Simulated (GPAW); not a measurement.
Consider ZnSe (zinc-blende (ZnSe)1-x(BeSe)x, x = 0, F-43m).

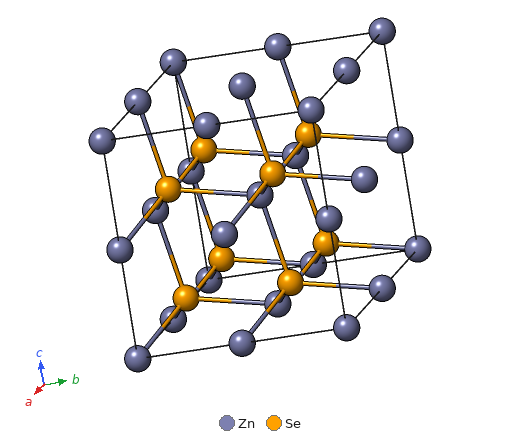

The structure (zinc blue, selenium orange). Bonds to atoms that aren't drawn are left out. Some periodic images of atoms are drawn too.

```xyz
16
Lattice="0.0000 5.6680 5.6680 5.6680 0.0000 5.6680 5.6680 5.6680 0.0000" Properties=species:S:1:pos:R:3 pbc="T T T"
Zn    0.0000    0.0000    0.0000
Se    1.4170    1.4170    1.4170
Zn    2.8340    2.8340    0.0000
Se    4.2510    4.2510    1.4170
Zn    2.8340    0.0000    2.8340
Se    4.2510    1.4170    4.2510
Zn    5.6680    2.8340    2.8340
Se    7.0850    4.2510    4.2510
Zn    0.0000    2.8340    2.8340
Se    1.4170    4.2510    4.2510
Zn    2.8340    5.6680    2.8340
Se    4.2510    7.0850    4.2510
Zn    8.5020    8.5020    5.6680
Se    4.2510    4.2510    7.0850
Zn    5.6680    5.6680    5.6680
Se    7.0850    7.0850    7.0850
```

Absorber: atom 2, with 4 Zn at 2.45 Å (tetrahedral). Method: GPAW, LDA, excited-electron core hole (neutral cell), 16-atom cell with 8.0 Å between holes, 4×4×4 k points, dipole transitions, Gaussian full width 2.33 eV up to 4 eV, rising linearly to 3.5 eV at 25 eV.

Where do the maxima of the Se K edge fall?

Main maxima up to 28 eV above the zero (height): 6.8 eV (1.52), 15.2 eV (0.95), 22.8 eV (0.92) and 26.8 eV (1.02). A K edge sees empty p states on the absorber. 

The Se K spectrum (energy from the bottom of the conduction band, which holds the excited electron; intensity scaled to a mean of 1 over the first 20 eV):

```csv
E (eV),intensity
-2.0,0.00
-0.5,0.04
1.0,0.48
2.5,1.25
4.0,1.42
5.5,1.44
7.0,1.51
8.5,1.23
10.0,0.81
11.5,0.57
13.0,0.75
14.5,0.93
16.0,0.94
17.5,0.93
19.0,0.86
20.5,0.81
22.0,0.90
23.5,0.90
25.0,0.92
26.5,1.01
28.0,0.92
```

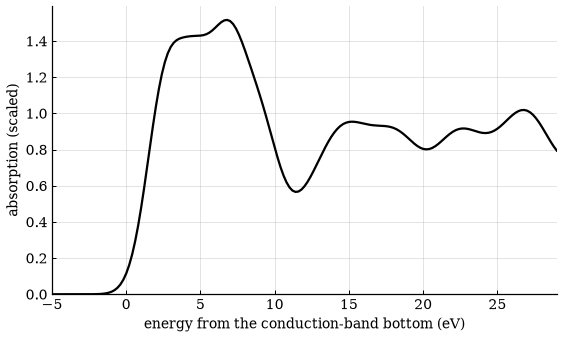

The Se K edge.

The script folds with a Gaussian, whereas the core hole's own line is a Lorentzian, so the onset is too steep and the first peak too high.

[Banner, clock and machine lines of the logs are left out without a mark of their own.]

[Logs are printed without paths, hosts, clocks, repeated set-up lines and the standing remarks that a program may print on its own settings, such as how far it seeks lower states.]

[Hosts, paths, dates, database ids (printed as entryN), source tags and the programs' standing remarks are cut or masked in the printed files.]

[Lists of maxima count a maximum above −3 eV only where it reaches 4 % of the highest in the window and stands out from its surroundings by 2 % of it (1.5 % where it reaches 55 %); shoulders and weaker maxima are passed over, and of the rest the first, up to two pre-edge ones and the few strongest are named.]
